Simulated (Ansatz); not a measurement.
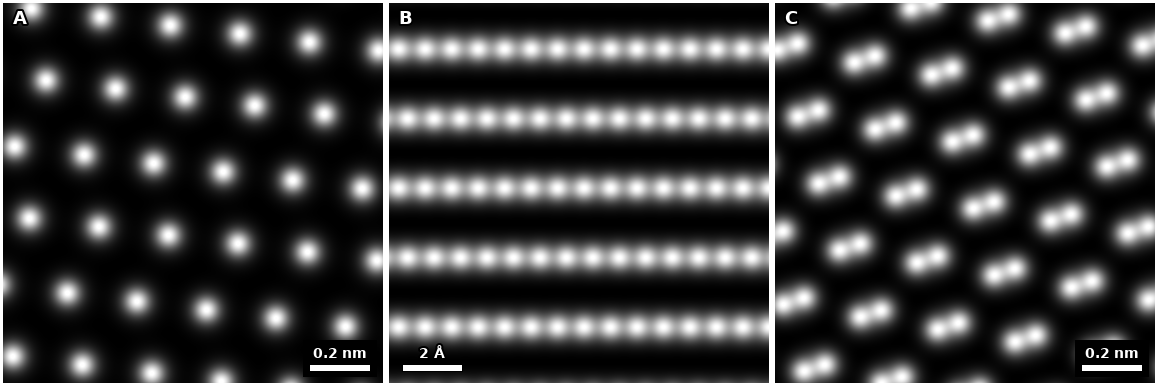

Three views of Pt (P6_3/mmc, No. 194) along different zone axes. Simulated as the projected potential of neutral atoms (B = 0.8 Å²) blurred by a 0.50 Å probe, the thin-sample limit of integrated differential phase contrast. Structure: the input geometry of an electronic-structure calculation (not necessarily at equilibrium); the starting structure was generated, so it need not be a known form of this composition.

```yaml
crystal:
  lattice:
    - [2.76684, 0.00000, 0.00000]
    - [-1.38342, 2.39615, 0.00000]
    - [0.00000, 0.00000, 4.75692]
  atoms:
    - { symbol: Pt, position: [0.33333, 0.66667, 0.25000] }
    - { symbol: Pt, position: [0.66667, 0.33333, 0.75000] }
```

Match the panels to the zone axes [100], [101] and [310].

A is [100]: projected cell 2.40 × 4.76 Å, 90°, plane group p2mg. B is [310]: projected cell 0.91 × 4.76 Å, 90°. C is [101]: projected cell 2.39 × 2.68 Å, 117°, plane group c2mm.
